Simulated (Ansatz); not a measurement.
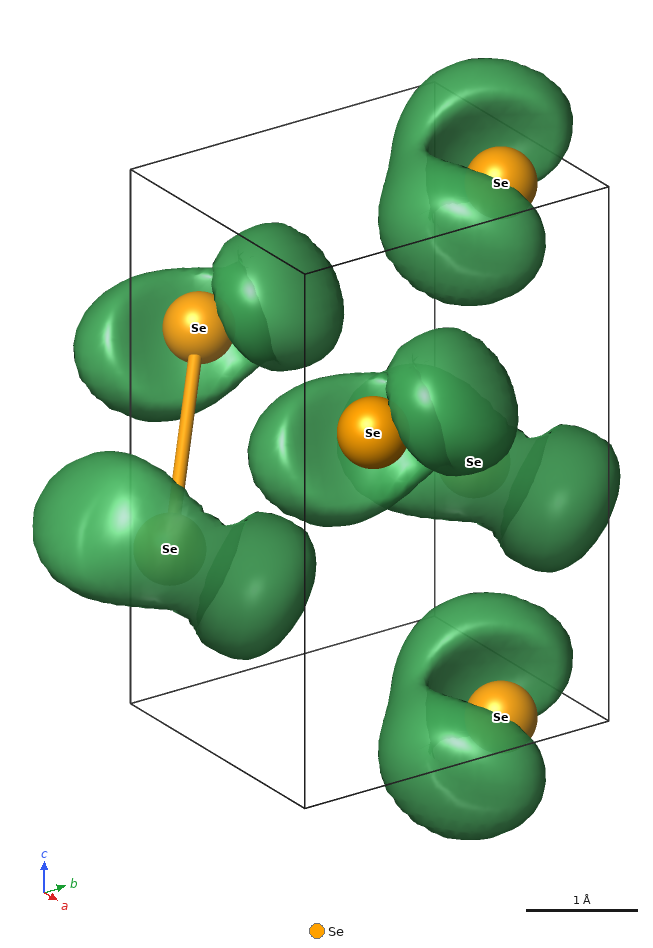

The picture shows: Se. Isosurface of the electron localisation function at 0.8 (green), seen slightly off an axis. Core shells and regions of very low density are left out. Sticks mark near contacts.

Space group P3₁21.

Computed with Kohn-Sham DFT of a periodic cell, r2SCAN, Ansatz PAW (Ansatz 0.2.0).

Core electrons are frozen (PAW), and the valence fields are smoothed inside the atomic spheres.

```xyz
3
Lattice="4.3662 0.0000 0.0000 -2.1831 3.7812 0.0000 0.0000 0.0000 4.9536" Properties=species:S:1:pos:R:3 pbc="T T T"
Se    1.6910    2.9289    0.0000
Se   -0.4921    0.8523    3.3024
Se    0.9841    0.0000    1.6512
```

**Describe the localisation domains.**

The ELF exceeds this value in three regions wrapped around Se (the valence shell of each), counted in one cell of 3 atoms. Any copies at cell faces, edges or corners count once. Along the contacts the grid gives the following. Se–Se (2.37 Å): the ELF peaks at about 0.70 between the atoms.

**Does the calculation make it a metal, or give it a gap?**

It is gapped, with a Kohn–Sham gap of 1.5 eV on the k-point mesh (the band edges may lie off the mesh, which would make the gap smaller).
